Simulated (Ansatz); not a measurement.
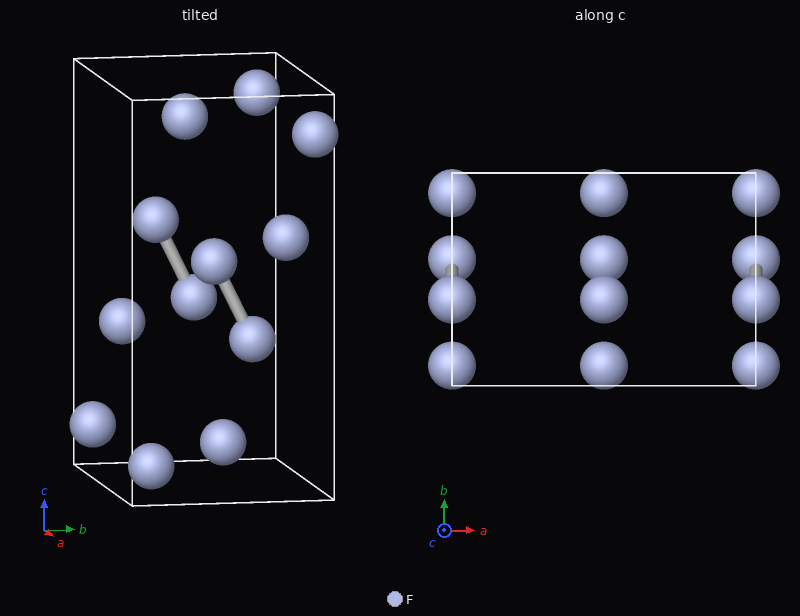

Shown here is a ball-and-stick view of the crystal, taken slightly off an axis and along the c axis. The outline marks the drawn cell (a repeat of the simulation cell).

F, a = 4.659 Å, b = 3.261 Å, c = 6.483 Å, α = 90.00°, β = 89.94°, γ = 90.00°. Within 0.01 Å the space group is Cmce (No. 64), base-centred orthorhombic. The structure was taken from a structure listed in the Materials Project. The cell was then strained or its atoms displaced on purpose. A calculation with Ansatz used it as input.

This one geometry was computed with Ansatz (DFT, plane waves, PAW) at three levels of theory: PBE, HSE06 and r2SCAN.

Which level gives the highest pressure at this volume, and what does that say about its equilibrium volume?

Answer. Highest: PBE (5.9 GPa), which points to the largest equilibrium volume. Lowest, with the smallest volume: HSE06 (0.9 GPa). Levels within 0.5 GPa of each other can't be told apart.

How does the band gap change with the level of theory?

Answer. PBE: a gap of 2.89 eV, direct; r2SCAN: a gap of 3.74 eV, direct; HSE06: a gap of 6.10 eV, direct.

Collect the results in a table.

Answer.
| level | cutoff (eV) | k-mesh of the run's cell | gap (eV) | pressure (GPa) |
| --- | --- | --- | --- | --- |
| PBE | 420 | 10×10×4 | 2.89 | 5.9 |
| HSE06 | 420 | 6×6×4 | 6.10 | 0.9 |
| r2SCAN | 500 | 10×10×4 | 3.74 | 1.5 |

Gaps are taken on the k-mesh or band path of each run.
